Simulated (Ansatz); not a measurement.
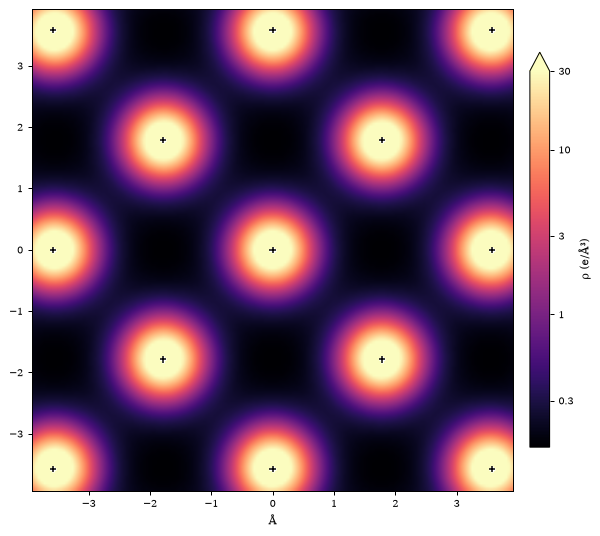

The valence electron density on a plane through atoms (crosses mark nuclei in the plane).

Computed with DFT r2SCAN, scalar-relativistic, plane waves, PAW (Ansatz).

Candidates:
A. Cs2AgBiBr6, a = 11.35 Å, b = 11.35 Å, c = 11.35 Å, α = 90.00°, β = 90.00°, γ = 90.00°. Space group Fm-3m.
B. Cu, a = 3.58 Å, b = 3.58 Å, c = 3.58 Å, α = 90.00°, β = 90.00°, γ = 90.00°. Space group Fm-3m; computed without spin polarisation.

Which candidate gave the map?

Answer. Candidate B: Cu on the (001) plane of the conventional cell, which holds Cu. Cu–Cu (2.53 Å): ρ at the midpoint is about 0.28 e/Å³.
